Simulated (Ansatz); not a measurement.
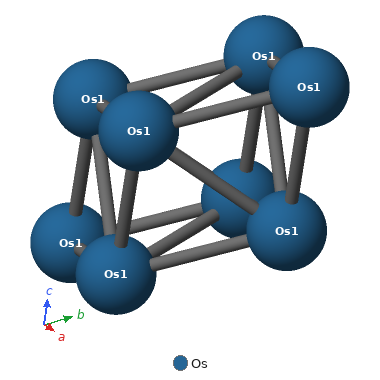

The system is Os (Fm-3m, No. 225; 1 atom in the cell); the picture shows the reference structure. The cell is strained homogeneously, by one strain along x and y and another along z, with fractional coordinates fixed (x, y and z along the cube axes). First axis: strain along x and y. Second axis: strain along z. The grid has 5 × 5 points. Points are written as (first, second). Energies: meV/atom, counted from the unstrained cell. The reference cell is the one listed in the database, not relaxed at this level. All numbers below come from DFT r2SCAN, scalar-relativistic, plane waves, PAW in Ansatz. Settings: cutoff 500 eV, k-mesh 20×20×20, gaussian smearing 0.15 eV, no spin polarisation.

Its coordinates:

```
CELL_PARAMETERS angstrom
0.00000 1.94500 1.94500
1.94500 0.00000 1.94500
1.94500 1.94500 0.00000
ATOMIC_POSITIONS crystal
Os 0.00000 0.00000 0.00000
```

Range: strain along x and y from −3.0 to 3.0 %; strain along z from −3.0 to 3.0 %.

What landscape does the calculation give?

Answer. The lowest grid point is at (−1.5 %, −1.5 %), −36 meV/atom from the unstrained cell. It is the only kind of minimum in the scanned range. The highest grid point, (3.0 %, 3.0 %), lies 290 meV/atom above the lowest.

```
strain along z ↓, strain along x and y →  −3.0  −1.5  0.0  1.5  3.0
                                     3.0     4    17   67  148  255
                                     1.5   −15   −12   28  100  199
                                     0.0   −22   −30    0   62  152
                                    −1.5   −15   −36  −18   34  116
                                    −3.0     6   −29  −23   18   91
```

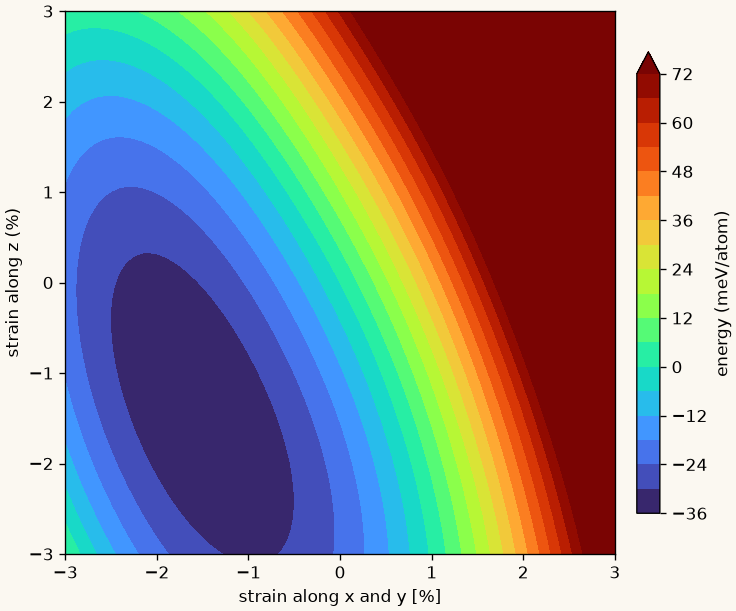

Drawn: filled contours, one colour for all values above the top of the scale. Between grid points the surface is interpolated.
